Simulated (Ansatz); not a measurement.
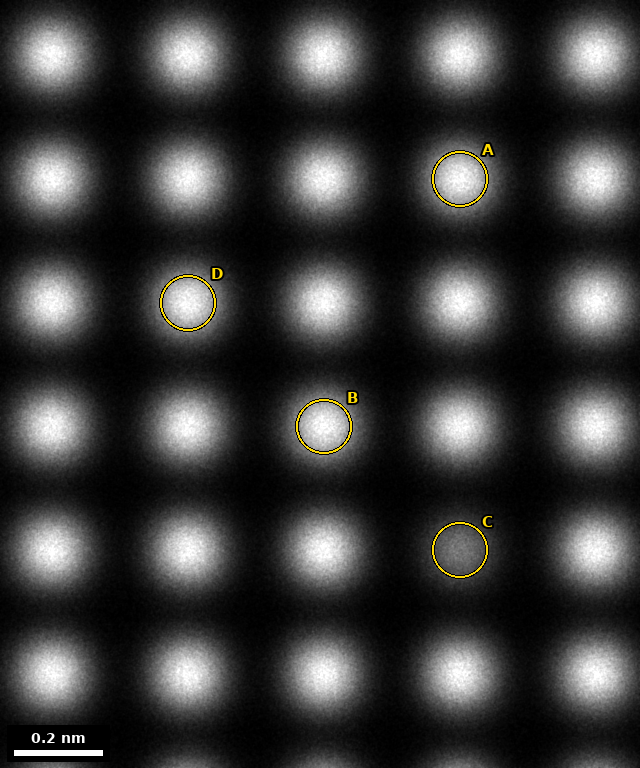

Dark-field STEM-like image of Sb (P6/mmm, No. 191) along [100]. Simulation: incoherent imaging, intensity Z^1.7 per atom, probe width 1.30 Å, thin sample. Shot noise was added.

The sample is 1 repeat (3.2 Å) thick. One point defect was put into the perfect crystal, without relaxing the atoms around it. Brightness is counted from the darkest point of the image. Host structure: coordinates from a relaxation with DFT PBEsol, scalar-relativistic, plane waves, PAW (Ansatz); the starting structure was generated, so it need not be a known form of this composition.

Question: Which ringed column holds the defect, and does it scatter more or less than its equals?

Answer: C; it scatters less. The column holds 1 atom (Sb) through the sample, and one Sb atom is replaced by As, so its peak drops to about 50 % of that of its equals.
